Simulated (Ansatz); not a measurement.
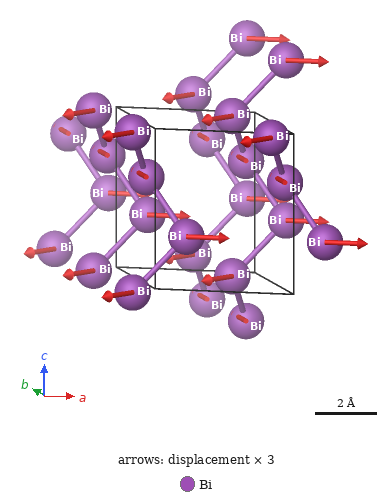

A relaxation of crystalline Bi (built on the trigonal selenium_152 type) (coarse preliminary run). The starting structure is drawn; red arrows show the displacements (the part carried along by the change of the cell is left out), 3 times their true length.

The picture is a ball-and-stick view of the cell of the calculation, repeated 1 × 2 × 1 with one cell outlined, seen slightly off an axis.

Case: trigonal selenium type (P3_121, No. 152).

Computed with DFT r2SCAN, scalar-relativistic, plane waves, PAW (Ansatz). (plane-wave cutoff 500 eV; k-point mesh 6 × 6 × 4; occupations gaussian; smearing width 0.1 eV; no spin polarisation; cell and atoms relaxed; force threshold 0.04 eV/Å; at most 70 steps)

Question: What did the optimiser do to the structure, and how much energy did it gain?

Answer: After 6 accepted moves (7 points after the start) the energy has fallen by 3.295 eV per cell of the calculation. Largest force component: 5.6 eV/Å at the start, 0.0095 eV/Å at the end. Pressure: 17.20 GPa at the start and 0.06 GPa at the end. At 1 point the geometry stayed and the basis and grid were re-selected for the new cell (energy shift of less than 0.05 meV per cell of the calculation at most each time). The largest moves relative to the cell, 0.50 Å, are those of Bi atoms. The drawn cell changes as follows: a = b 4.746 → 4.607 Å (−2.9 %), c 5.385 → 5.620 Å (+4.4 %); the volume changes by −1.7 %. Near-neighbour distances that change, for instance: Bi–Bi 2.580 → 3.251 Å, Bi–Bi 3.735 → 3.254 Å. Bond angles that change, for instance: Bi–Bi–Bi 103.1° → 89.9°. The space group (tolerance 0.01 Å) goes from P3_121 (No. 152) to R-3m (No. 166). The run took about 2.8 core-minutes on a shared host.
